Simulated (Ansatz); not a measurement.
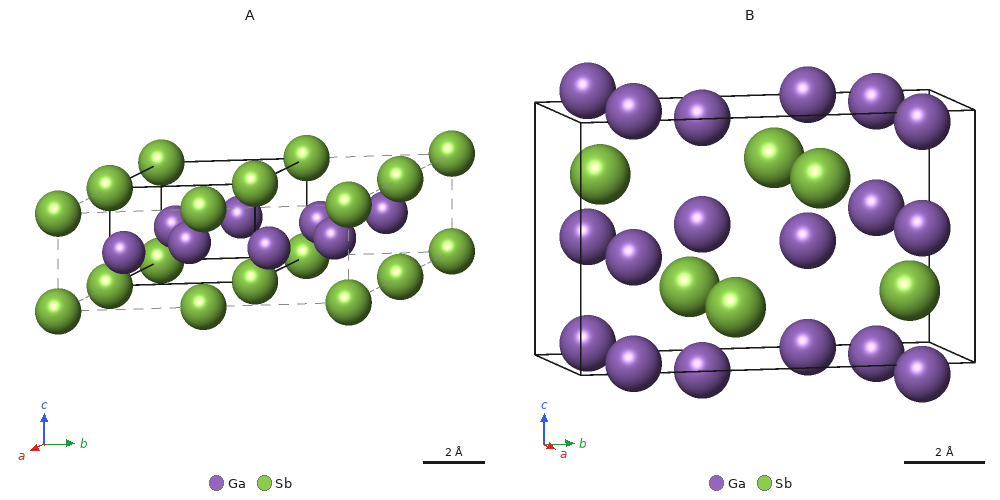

Two structures of Ga$_{2}$Sb, each relaxed to rest (conventional cells in solid outline, small ones repeated, not to one scale). Method: DFT PBE, scalar-relativistic, plane waves, PAW (Ansatz), without spin polarisation.

Question: What are the two structures?

Answer: A: AlB₂ type, P6/mmm. B: 12 atoms a cell on a base-centred orthorhombic lattice, Cmcm.

Question: Which of the two does the method prefer?

Answer: B is lower, by 26 meV/atom at this level of theory (energies at zero smearing). Volumes: A 22.6, B 24.6 Å³/atom.

One or both may be structure types tried for this composition rather than known phases.
